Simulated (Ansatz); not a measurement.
# Geometry relaxation, with input and output: MoS₂ (part 1 of 2)

MoS₂ (6 atoms in the cell), computed with DFT PBE, scalar-relativistic, plane waves, PAW, spin-polarised (Ansatz 0.2.0).

The structure was made by swapping elements on the sites of another compound; it need not be a known phase. It belongs to a series of runs on one base structure; here: ZrSi2 type (Cmcm, No. 63).

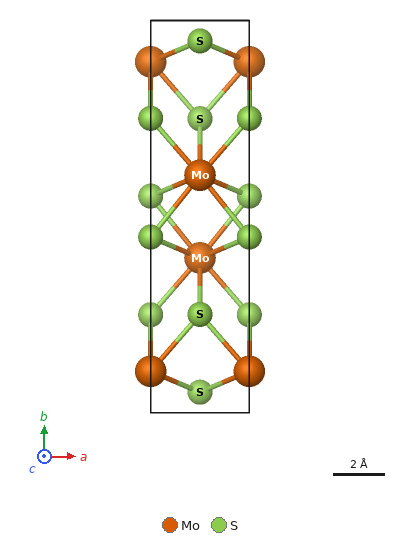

**Figure 1.** The structure as given in the input (ball-and-stick view of the cell 2 times as large as that of the calculation, set on its symmetry axes, along the c axis).

### Summary

```tsv
quantity	value
outcome	converged
space group (tolerance 0.01 Å)	Cmcm (63)
electrons treated	52
free energy	−13519.6459 eV
Fermi energy	11.380 eV
gap on the k-point mesh	none (metallic)
net moment of the cell	0.00 μB
integrated absolute moment	0.00 μB
pressure	0.05 GPa
final volume	108.25 Å³
largest force (length of the vector) at the end	0.010 eV/Å
final cell	a = 8.587 Å, b = 8.587 Å, c = 3.967 Å, α = 90.00°, β = 90.00°, γ = 158.28°
hardware	1 thread of Intel Xeon @ 2.50GHz (Skylake/Cascade Lake), 16 GiB of memory available, shared host
wall time	2.6 min
peak memory	0.53 GiB
```

### Notes

Warnings of the run: some starting moments were not kept.

### Input
```yaml
crystal:
  lattice:
    - [1.9405500435, -7.7155976502, 0.0]
    - [1.9405500435, 7.7155976502, 0.0]
    - [0.0, 0.0, 3.8454936643]
  atoms:
    - { symbol: Mo, position: [0.8946, 0.1054, 0.75], spin: 2.68 }
    - { symbol: Mo, position: [0.1054, 0.8946, 0.25], spin: 2.68 }
    - { symbol: S, position: [0.5522, 0.4478, 0.75], spin: -0.13 }
    - { symbol: S, position: [0.4478, 0.5522, 0.25], spin: -0.13 }
    - { symbol: S, position: [0.2496, 0.7504, 0.75], spin: -0.12 }
    - { symbol: S, position: [0.7504, 0.2496, 0.25], spin: -0.12 }
basis:
  ecutwfc: 420
kpoints:
  mp_grid: { grid: [4, 4, 4] }
hamiltonian:
  xc: pbe
scf:
  occupations: { method: gaussian, width: 0.1 }
  lower_state_search: "off"
output:
  forces: true
  stress: true
  eigenvalues: true
  populations: true
magnetization:
  spin_polarized: true
relax:
  adjacent_minimum: "off"
  f_tol: 0.04
  max_steps: 70
  cell: { stress_tol: 0.4 }
```

Launch command:
```bash
ansatz run input.yaml --threads 1 --pin off --max-ram 2560MiB --backend cpu --events-out ev --progress --plain --runs-dir out
```

### Log
```
basis.fft_grid_basis auto: the FFT boxes are laid along the combinations [[1, 1, 0], [0, 1, 0], [0, 0, 1]] of the cell's own vectors, 3.881, 7.956 and 3.845 Å long. The dense box has 27×54×27 points. Along the cell's own vectors, as sized, it would have 54×54×27, 2.00 times as many. Of the 8 symmetry operations that the crystal satisfies within crystal.symmetry.tolerance (time reversal apart; of a slab, those that keep its plane) the dense box along the cell's own vectors carries 8, and the one as laid loses 4 of those. basis.fft_grid_basis: typed keeps the cell's own vectors: state it where this run's energies or levels are differenced outside the engine with another run's, or held beside a run that keeps those vectors.
Engine: ansatz 0.2.0, x86_64-unknown-linux-gnu
Pseudopotentials: kind: paw
Pseudopotential: Mo, paw, valence charge 14, recommended cutoff 420 eV (normal), Mo.paw.azcp
Pseudopotential: S, paw, valence charge 6, recommended cutoff 420 eV (normal), S.paw.azcp
Functional definition: PBE
  parameter kappa = 0.804
  parameter beta = 0.06672455060314922
  exchange = pbe_x(kappa = kappa, mu = beta*pi^2/3)
  correlation = pbe_c(beta = beta)
Crystal: 6 atoms, lattice volume = 115.153 Å³
Basis set: ecut = 420 eV, 2283 PW (Γ), FFT grids on a1+a2, a2, a3, exchange–correlation on 54×108×54 points (8 copies of the dense FFT grid, shifted against one another)
Bands: 35, of which v1, the nominal top of the filled ones, is band 26 counted from 1 (25 counted from 0)
Symmetry: 8 space group operations
Space group: Cmcm (ITA 63), of the structure as read, at distance tolerance 4.9e-5 Å
Magnetic group: BNS 63.457 (UNI 555), of the structure as read, at distance tolerance 4.9e-5 Å
k-points: 21 of 64
Non-local potential: Mo, projectors of the file, l = 0: 3, l = 1: 2, l = 2: 2, l = 3: 1
Non-local potential: S, projectors of the file, l = 0: 2, l = 1: 2, l = 2: 2
PAW form: soft (Blöchl's): semilocal exchange-correlation on the pseudo side does not see the compensation charge
PAW one-centre angular grid: Mo, 590 points (default); XC on 64 Gauss nodes
PAW one-centre angular grid: S, 110 points (default); XC on 64 Gauss nodes
Initial density: superposition of atomic densities (chi_scale 0.1, normalization cell)
Starting moments: Σ|m| = 5.86 μB on 6 of 6 sites
Initial wavefunctions: pseudopotential atomic-orbital guess
Functional: x = pbe(κ = 0.804, μ = 0.2195149727645171), c = pbe(β = 0.06672455060314922)
SCF iter   1: F=—  HF=-13517.574983 eV  |F-HF|=—  |Δ(HF+E_count)|=         —  Δρ=7.99e-2 (↑7.99e-2 ↓3.67e-2)  dr2=2.46e1  dr2_m=1.88e0  M=3.869 μB ∫|m|=4.221 μB  β_m=0.30  ethr=3.10e-3  ⟨swp⟩=5.7  Hψ=5600  notcnv=0
preconditioner: auto → Kerker (q_TF=auto, 2.390 Å⁻¹)  [metal: Δε(μ)=0.018 eV  Ē_g=7.610 eV  σ=0.100 eV  W_gap=0.10  n_scr=30 (ndim 8)  ℏωp=20.8 eV  f_vac=0.000  D(μ)=7.55/eV (n_scr^D=74)]
spin=Collinear: Kerker preconditioning applied to the charge; magnetization (m = ρ↑ − ρ↓) channel mixes plain (no charge-response kernel on spin).
SCF iter   2: F=—  HF=-13514.905386 eV  |F-HF|=—  |Δ(HF+E_count)|=    2.67e0  Δρ=2.54e-2 (↑2.54e-2 ↓2.48e-2)  dr2=1.28e0  dr2_m=4.90e-1  M=4.594 μB ∫|m|=5.122 μB  β_m=0.30  ethr=3.10e-3  ⟨swp⟩=2.8  Hψ=3136  notcnv=0  defer=42
SCF iter   3: F=—  HF=-13514.875583 eV  |F-HF|=—  |Δ(HF+E_count)|=   2.98e-2  Δρ=1.88e-2 (↑1.31e-2 ↓1.88e-2)  dr2=2.67e-1  dr2_m=2.17e-1  M=4.776 μB ∫|m|=5.348 μB  β_m=0.30  ethr=2.46e-3  ⟨swp⟩=1.5  Hψ=1844  notcnv=0  defer=41
SCF iter   4: F=—  HF=-13514.921074 eV  |F-HF|=—  |Δ(HF+E_count)|=   4.55e-2  Δρ=1.18e-2 (↑9.94e-3 ↓1.18e-2)  dr2=5.95e-2  dr2_m=1.16e-1  M=4.811 μB ∫|m|=5.483 μB  β_m=1.00  ethr=5.14e-4  ⟨swp⟩=2.6  Hψ=2337  notcnv=0  defer=47
SCF iter   5: F=—  HF=-13515.059906 eV  |F-HF|=—  |Δ(HF+E_count)|=   1.39e-1  Δρ=6.56e-3 (↑6.56e-3 ↓3.06e-3)  dr2=4.32e-2  dr2_m=2.19e-2  M=5.157 μB ∫|m|=5.952 μB  β_m=1.00  ethr=1.14e-4  ⟨swp⟩=2.0  Hψ=2977  notcnv=0  defer=45
SCF iter   6: F=—  HF=-13515.068491 eV  |F-HF|=—  |Δ(HF+E_count)|=   8.58e-3  Δρ=2.90e-3 (↑2.90e-3 ↓2.39e-3)  dr2=5.43e-3  dr2_m=6.22e-3  M=5.338 μB ∫|m|=6.199 μB  β_m=1.00  ethr=8.31e-5  ⟨swp⟩=1.6  Hψ=1943  notcnv=0  defer=45
SCF iter   7: F=—  HF=-13515.072236 eV  |F-HF|=—  |Δ(HF+E_count)|=   3.74e-3  Δρ=2.22e-3 (↑2.22e-3 ↓1.54e-3)  dr2=6.12e-3  dr2_m=2.39e-3  M=5.448 μB ∫|m|=6.348 μB  β_m=1.00  ethr=1.04e-5  ⟨swp⟩=2.1  Hψ=2030  notcnv=0  defer=44
SCF iter   8: F=—  HF=-13515.074404 eV  |F-HF|=—  |Δ(HF+E_count)|=   2.17e-3  Δρ=2.08e-3 (↑2.08e-3 ↓1.32e-3)  dr2=9.24e-3  dr2_m=1.07e-3  M=5.517 μB ∫|m|=6.433 μB  β_m=0.30  ethr=1.04e-5  ⟨swp⟩=1.5  Hψ=1505  notcnv=0  defer=44
Mixer restart at iter 8: flushing history
spin-set hold released at iteration 8 (site moments contracting): the magnetisation degrees of freedom join the quasi-Newton model from the next iteration; the mixer history was flushed
SCF iter   9: F=—  HF=-13515.074393 eV  |F-HF|=—  |Δ(HF+E_count)|=   1.08e-5  Δρ=1.38e-3 (↑1.38e-3 ↓1.07e-3)  dr2=4.44e-3  dr2_m=5.73e-4  M=5.518 μB ∫|m|=6.443 μB  β_m=0.63  ethr=1.04e-5  ⟨swp⟩=1.0  Hψ=1443  notcnv=0  defer=44
SCF iter  10: F=—  HF=-13515.075192 eV  |F-HF|=—  |Δ(HF+E_count)|=   7.99e-4  Δρ=8.61e-4 (↑8.61e-4 ↓3.77e-4)  dr2=1.77e-3  dr2_m=2.38e-4  M=5.549 μB ∫|m|=6.490 μB  β_m=0.61  ethr=8.54e-6  ⟨swp⟩=2.5  Hψ=2365  notcnv=0  defer=44
SCF iter  11: F=—  HF=-13515.075268 eV  |F-HF|=—  |Δ(HF+E_count)|=   7.60e-5  Δρ=2.66e-4 (↑1.93e-4 ↓2.66e-4)  dr2=1.49e-4  dr2_m=3.83e-5  M=5.554 μB ∫|m|=6.505 μB  β_m=0.81  ethr=3.40e-6  ⟨swp⟩=2.3  Hψ=2005  notcnv=0  defer=44
SCF iter  12: F=—  HF=-13515.075379 eV  |F-HF|=—  |Δ(HF+E_count)|=   1.11e-4  Δρ=1.32e-4 (↑1.32e-4 ↓6.32e-5)  dr2=2.88e-5  dr2_m=7.86e-6  M=5.569 μB ∫|m|=6.526 μB  β_m=0.85  ethr=2.86e-7  ⟨swp⟩=2.1  Hψ=2176  notcnv=0  defer=44
SCF iter  13: F=—  HF=-13515.075386 eV  |F-HF|=—  |Δ(HF+E_count)|=   7.41e-6  Δρ=2.70e-5 (↑2.70e-5 ↓2.52e-5)  dr2=1.18e-6  dr2_m=4.79e-7  M=5.574 μB ∫|m|=6.533 μB  β_m=0.93  ethr=5.53e-8  ⟨swp⟩=2.0  Hψ=2216  notcnv=0  defer=44
iter 14 did not close the SCF: its close was put off for a magnetic moment that had not settled (scf_convergence_deferred on its scf_iter line)
SCF iter  14: F=-13515.075387 eV  HF=-13515.075387 eV  |F-HF|=4.37e-8  |Δ(HF+E_count)|=   8.84e-7  Δρ=6.57e-6 (↑6.57e-6 ↓5.68e-6)  dr2=8.57e-8  dr2_m=2.37e-8  M=5.575 μB ∫|m|=6.534 μB  β_m=0.96  ethr=1.92e-10  ⟨swp⟩=7.2  Hψ=6074  notcnv=0
iter 15 did not close the SCF: its close was put off until two iterations running show no level that it waits for move by more than its bar (scf_convergence_deferred on its scf_iter line)
SCF iter  15: F=-13515.075387 eV  HF=-13515.075387 eV  |F-HF|=1.16e-9  |Δ(HF+E_count)|=   8.00e-8  Δρ=1.19e-6 (↑1.19e-6 ↓1.14e-6)  dr2=6.58e-9  dr2_m=5.01e-10  M=5.576 μB ∫|m|=6.534 μB  β_m=0.98  ethr=1.65e-10  ⟨swp⟩=2.0  Hψ=4577  notcnv=0
SCF iter  16: F=-13515.075387 eV  HF=-13515.075387 eV  |F-HF|=2.18e-11  |Δ(HF+E_count)|=   4.02e-9  Δρ=2.25e-7 (↑2.25e-7 ↓2.21e-7)  dr2=3.13e-10  dr2_m=1.15e-11  M=5.576 μB ∫|m|=6.534 μB  ethr=1.27e-11  ⟨swp⟩=1.1  Hψ=3795  notcnv=0
SCF 1 converged in 16 iterations: F = -13515.075387 eV  dr2 = 3.13e-10
  greatest PAW one-centre occupation: 0.998 electrons in one spin orbital (limit 2), on the Mo atom at site 1 (counted from 0), in its partial waves of l = 0
relax step   1: F+E_penalty+E_count = -13515.07538700 eV  Δ(F+E_penalty+E_count) = +0.000e0 eV  max|allowed force component| = 2.186e0 eV/Å  Δτ_max = 0.0000 Å  P = -9.797 GPa  Ω = 115.153 Å³  (16 SCF iters, dr2 threshold 1.00e-7 eV, accepted)
Crystal: 6 atoms, lattice volume = 104.426 Å³
Basis set: ecut = 420 eV, 2051 PW (Γ), FFT grids on a1+a2, a2, a3, exchange–correlation on 54×108×54 points (8 copies of the dense FFT grid, shifted against one another)
Initial density: handed on by an earlier stage of this run
Starting moments: Σ|m| = 5.86 μB on 6 of 6 sites; this step starts from the density that it was given
Initial wavefunctions: those handed on with the density
iter 1 solved again at ethr=6.21e-4 eV; its pass at ethr=3.10e-3 eV (dr2=3.23e-1 eV) is discarded
SCF iter   1: F=—  HF=-13516.584403 eV  |F-HF|=—  |Δ(HF+E_count)|=         —  Δρ=1.86e-2 (↑1.86e-2 ↓1.19e-2)  dr2=3.23e-1  dr2_m=1.90e-1  M=4.756 μB ∫|m|=5.666 μB  β_m=0.30  ethr=6.21e-4  ⟨swp⟩=1.0  Hψ=7620  notcnv=0
preconditioner: auto → Kerker (q_TF=auto, 2.429 Å⁻¹)  [metal: Δε(μ)=0.002 eV  Ē_g=7.523 eV  σ=0.100 eV  W_gap=0.01  n_scr=30 (ndim 8)  ℏωp=21.8 eV  f_vac=0.000  D(μ)=4.98/eV (n_scr^D=44)]
spin=Collinear: Kerker preconditioning applied to the charge; magnetization (m = ρ↑ − ρ↓) channel mixes plain (no charge-response kernel on spin).
SCF iter   2: F=—  HF=-13516.592685 eV  |F-HF|=—  |Δ(HF+E_count)|=   8.28e-3  Δρ=1.12e-2 (↑1.12e-2 ↓9.76e-3)  dr2=3.48e-2  dr2_m=9.58e-2  M=4.738 μB ∫|m|=5.602 μB  β_m=0.48  ethr=6.20e-4  ⟨swp⟩=1.5  Hψ=1699  notcnv=0
SCF iter   3: F=—  HF=-13516.638323 eV  |F-HF|=—  |Δ(HF+E_count)|=   4.56e-2  Δρ=6.35e-3 (↑6.35e-3 ↓4.94e-3)  dr2=1.67e-2  dr2_m=2.78e-2  M=4.561 μB ∫|m|=5.427 μB  β_m=0.65  ethr=6.69e-5  ⟨swp⟩=2.3  Hψ=2284  notcnv=0
SCF iter   4: F=—  HF=-13516.658673 eV  |F-HF|=—  |Δ(HF+E_count)|=   2.04e-2  Δρ=1.77e-3 (↑1.77e-3 ↓1.54e-3)  dr2=1.01e-3  dr2_m=2.44e-3  M=4.367 μB ∫|m|=5.182 μB  β_m=0.83  ethr=3.22e-5  ⟨swp⟩=2.3  Hψ=2394  notcnv=0  defer=1
SCF iter   5: F=—  HF=-13516.662819 eV  |F-HF|=—  |Δ(HF+E_count)|=   4.15e-3  Δρ=8.72e-4 (↑8.05e-4 ↓8.72e-4)  dr2=2.55e-4  dr2_m=6.34e-4  M=4.251 μB ∫|m|=5.033 μB  β_m=0.91  ethr=1.94e-6  ⟨swp⟩=2.0  Hψ=2474  notcnv=0  defer=1
SCF iter   6: F=—  HF=-13516.664591 eV  |F-HF|=—  |Δ(HF+E_count)|=   1.77e-3  Δρ=3.17e-4 (↑3.17e-4 ↓2.91e-4)  dr2=6.08e-5  dr2_m=8.13e-5  M=4.140 μB ∫|m|=4.884 μB  β_m=0.96  ethr=4.90e-7  ⟨swp⟩=2.0  Hψ=2604  notcnv=0  defer=1
SCF iter   7: F=—  HF=-13516.664826 eV  |F-HF|=—  |Δ(HF+E_count)|=   2.35e-4  Δρ=6.38e-5 (↑5.69e-5 ↓6.38e-5)  dr2=1.28e-5  dr2_m=1.85e-6  M=4.085 μB ∫|m|=4.814 μB  β_m=0.98  ethr=1.17e-7  ⟨swp⟩=2.1  Hψ=2633  notcnv=0  defer=1
SCF iter   8: F=—  HF=-13516.664831 eV  |F-HF|=—  |Δ(HF+E_count)|=   5.10e-6  Δρ=1.77e-5 (↑1.77e-5 ↓1.41e-5)  dr2=9.77e-7  dr2_m=9.23e-8  M=4.078 μB ∫|m|=4.805 μB  β_m=0.99  ethr=2.46e-8  ⟨swp⟩=2.1  Hψ=2389  notcnv=0  defer=1
iter 9 did not close the SCF: its close was put off until two iterations running show no level that it waits for move by more than its bar (scf_convergence_deferred on its scf_iter line)
SCF iter   9: F=-13516.664832 eV  HF=-13516.664832 eV  |F-HF|=2.54e-8  |Δ(HF+E_count)|=   3.62e-7  Δρ=4.40e-6 (↑4.03e-6 ↓4.40e-6)  dr2=2.77e-8  dr2_m=1.06e-8  M=4.079 μB ∫|m|=4.806 μB  β_m=0.99  ethr=1.15e-9  ⟨swp⟩=5.7  Hψ=5521  notcnv=0
iter 10 did not close the SCF: its close was put off until two iterations running show no level that it waits for move by more than its bar (scf_convergence_deferred on its scf_iter line)
SCF iter  10: F=-13516.664832 eV  HF=-13516.664832 eV  |F-HF|=1.66e-9  |Δ(HF+E_count)|=   5.12e-8  Δρ=1.54e-6 (↑1.54e-6 ↓1.41e-6)  dr2=1.71e-9  dr2_m=1.61e-9  M=4.078 μB ∫|m|=4.806 μB  β_m=1.00  ethr=5.32e-11  ⟨swp⟩=1.0  Hψ=4138  notcnv=0
SCF iter  11: F=-13516.664832 eV  HF=-13516.664832 eV  |F-HF|=8.17e-10  |Δ(HF+E_count)|=   4.92e-9  Δρ=4.25e-7 (↑4.25e-7 ↓4.05e-7)  dr2=1.01e-9  dr2_m=4.85e-11  M=4.078 μB ∫|m|=4.805 μB  ethr=3.29e-12  ⟨swp⟩=1.0  Hψ=4221  notcnv=0
SCF 2 converged in 11 iterations: F = -13516.664832 eV  dr2 = 1.01e-9
relax step   2: F+E_penalty+E_count = -13516.66483166 eV  Δ(F+E_penalty+E_count) = -1.589e0 eV  max|allowed force component| = 1.557e0 eV/Å  Δτ_max = 0.1369 Å  P = -7.322 GPa  Ω = 104.426 Å³  energy of the carried Pulay correction = +1.052e-3 eV  (11 SCF iters, dr2 threshold 6.00e-7 eV, accepted)
[... from here on the SCF iterations and repeated set-up lines of each step are left out, up to the last step ...]
SCF 3 converged in 18 iterations: F = -13518.201069 eV  dr2 = 2.35e-10
relax step   3: F+E_penalty+E_count = -13518.20106921 eV  Δ(F+E_penalty+E_count) = -1.536e0 eV  max|allowed force component| = 1.758e0 eV/Å  Δτ_max = 0.1954 Å  P = -3.857 GPa  Ω = 96.618 Å³  energy of the carried Pulay correction = +1.886e-3 eV  (18 SCF iters, dr2 threshold 6.00e-7 eV, accepted)
SCF 4 converged in 12 iterations: F = -13518.844809 eV  dr2 = 2.15e-9
relax step   4: F+E_penalty+E_count = -13518.84480935 eV  Δ(F+E_penalty+E_count) = -6.437e-1 eV  max|allowed force component| = 1.353e0 eV/Å  Δτ_max = 0.1953 Å  P = +7.122 GPa  Ω = 92.577 Å³  energy of the carried Pulay correction = +2.341e-3 eV  (12 SCF iters, dr2 threshold 6.00e-7 eV, accepted)
SCF 5 converged in 11 iterations: F = -13519.282463 eV  dr2 = 7.95e-10
relax step   5: F+E_penalty+E_count = -13519.28246287 eV  Δ(F+E_penalty+E_count) = -4.377e-1 eV  max|allowed force component| = 9.388e-1 eV/Å  Δτ_max = 0.0996 Å  P = +3.037 GPa  Ω = 96.456 Å³  energy of the carried Pulay correction = +1.903e-3 eV  (11 SCF iters, dr2 threshold 6.00e-7 eV, accepted)
SCF 6 converged in 11 iterations: F = -13519.498120 eV  dr2 = 2.93e-10
relax step   6: F+E_penalty+E_count = -13519.49812017 eV  Δ(F+E_penalty+E_count) = -2.157e-1 eV  max|allowed force component| = 3.115e-1 eV/Å  Δτ_max = 0.0909 Å  P = +0.056 GPa  Ω = 99.059 Å³  energy of the carried Pulay correction = +1.618e-3 eV  (11 SCF iters, dr2 threshold 6.00e-7 eV, accepted)
SCF 7 converged in 10 iterations: F = -13519.560577 eV  dr2 = 3.90e-10
relax step   7: F+E_penalty+E_count = -13519.56057703 eV  Δ(F+E_penalty+E_count) = -6.246e-2 eV  max|allowed force component| = 2.238e-1 eV/Å  Δτ_max = 0.0727 Å  P = +0.197 GPa  Ω = 100.640 Å³  energy of the carried Pulay correction = +1.449e-3 eV  (10 SCF iters, dr2 threshold 6.00e-7 eV, accepted)
SCF 8 converged in 12 iterations: F = -13519.630800 eV  dr2 = 5.01e-10
relax step   8: F+E_penalty+E_count = -13519.63080007 eV  Δ(F+E_penalty+E_count) = -7.022e-2 eV  max|allowed force component| = 6.354e-2 eV/Å  Δτ_max = 0.1601 Å  P = +1.097 GPa  Ω = 104.488 Å³  energy of the carried Pulay correction = +1.046e-3 eV  (12 SCF iters, dr2 threshold 6.00e-7 eV, accepted)
SCF 9 converged in 11 iterations: F = -13519.641432 eV  dr2 = 5.96e-9
relax step   9: F+E_penalty+E_count = -13519.64143173 eV  Δ(F+E_penalty+E_count) = -1.063e-2 eV  max|allowed force component| = 9.671e-2 eV/Å  Δτ_max = 0.0455 Å  P = +0.987 GPa  Ω = 106.887 Å³  energy of the carried Pulay correction = +8.019e-4 eV  (11 SCF iters, dr2 threshold 6.00e-7 eV, accepted)
SCF 10 converged in 11 iterations: F = -13519.640984 eV  dr2 = 7.87e-9
relax step  10: F+E_penalty+E_count = -13519.64098364 eV  Δ(F+E_penalty+E_count) = +4.481e-4 eV  max|allowed force component| = 1.562e-1 eV/Å  Δτ_max = 0.0335 Å  P = -1.089 GPa  Ω = 110.021 Å³  energy of the carried Pulay correction = +4.910e-4 eV  (11 SCF iters, dr2 threshold 6.00e-7 eV, rejected (line search))
SCF 11 converged in 10 iterations: F = -13519.644901 eV  dr2 = 1.62e-9
relax step  11: F+E_penalty+E_count = -13519.64490083 eV  Δ(F+E_penalty+E_count) = -3.469e-3 eV  max|allowed force component| = 1.027e-2 eV/Å  Δτ_max = 0.0104 Å  P = +0.028 GPa  Ω = 108.249 Å³  energy of the carried Pulay correction = +6.657e-4 eV  (10 SCF iters, accepted)
Basis set: ecut = 420 eV, 2141 PW (Γ), FFT grids on a1+a2, a2, a3, exchange–correlation on 48×120×54 points (8 copies of the dense FFT grid, shifted against one another)
Initial wavefunctions: pseudopotential atomic-orbital guess (no wavefunctions were taken with the density)
iter 1 solved again at ethr=1.38e-6 eV; its pass at ethr=3.10e-3 eV (dr2=7.17e-4 eV) is discarded
SCF iter   1: F=—  HF=-13519.645644 eV  |F-HF|=—  |Δ(HF+E_count)|=         —  Δρ=9.67e-5 (↑9.67e-5 ↓9.67e-5)  dr2=3.46e-6  dr2_m=1.08e-11  M=0.000 μB ∫|m|=0.000 μB  β_m=0.30  ethr=1.38e-6  ⟨swp⟩=3.0  Hψ=10375  notcnv=0
eigensolver tolerance schedule: the retry pair's looser diagonalisation over-reported the residual by 206.28 of it (diagonalisation noise at 0.10 of the residual, at the tolerance the schedule requests for it); recorded, not acted on — ethr = c·dr2/N_el stays at c = 1.0e-1
preconditioner: auto → Kerker (q_TF=auto, 2.414 Å⁻¹)  [metal: Δε(μ)=0.025 eV  Ē_g=8.163 eV  σ=0.100 eV  W_gap=0.14  n_scr=24 (ndim 8)  ℏωp=21.4 eV  f_vac=0.042  D(μ)=6.19/eV (n_scr^D=60)]
spin=Collinear: Kerker preconditioning applied to the charge; magnetization (m = ρ↑ − ρ↓) channel mixes plain (no charge-response kernel on spin).
SCF iter   2: F=—  HF=-13519.645792 eV  |F-HF|=—  |Δ(HF+E_count)|=   1.49e-4  Δρ=6.86e-5 (↑6.86e-5 ↓6.86e-5)  dr2=1.71e-6  dr2_m=6.56e-12  M=0.000 μB ∫|m|=0.000 μB  β_m=0.65  ethr=6.65e-9  ⟨swp⟩=2.1  Hψ=2226  notcnv=0
SCF iter   3: F=—  HF=-13519.645941 eV  |F-HF|=—  |Δ(HF+E_count)|=   1.48e-4  Δρ=3.62e-6 (↑3.62e-6 ↓3.62e-6)  dr2=1.56e-8  dr2_m=3.67e-13  M=0.000 μB ∫|m|=0.000 μB  β_m=0.76  ethr=3.29e-9  ⟨swp⟩=2.0  Hψ=2426  notcnv=0
SCF iter   4: F=-13519.645939 eV  HF=-13519.645939 eV  |F-HF|=9.02e-10  |Δ(HF+E_count)|=   1.85e-6  Δρ=6.36e-7 (↑6.35e-7 ↓6.36e-7)  dr2=1.02e-9  dr2_m=8.00e-14  M=0.000 μB ∫|m|=0.000 μB  ethr=7.38e-12  ⟨swp⟩=7.2  Hψ=6504  notcnv=0
the starting moments were not kept: the SCF closed with an absolute magnetisation of 2.5e-6 μB, where they sum to 5.86 μB in size (6 sites). That is at most 0.1 of that sum. Measured as dr2_m measures the in/out step, that magnetisation stands 6.9e-13 eV from none, at or under the dr2_threshold of 3.8e-9 eV: it is no larger than a step whose dr2_m would equal this threshold.
SCF 12 converged in 4 iterations: F = -13519.645939 eV  dr2 = 1.02e-9
relax step  12: F+E_penalty+E_count = -13519.64593877 eV  Δ(F+E_penalty+E_count) = -1.038e-3 eV  max|allowed force component| = 1.043e-2 eV/Å  Δτ_max = 0.0000 Å  P = +0.051 GPa  Ω = 108.249 Å³  stress off target by 1.38e-1 GPa  SCF on the basis re-selected at this cell (its energy is not comparable with the rows above)  (4 SCF iters)
```
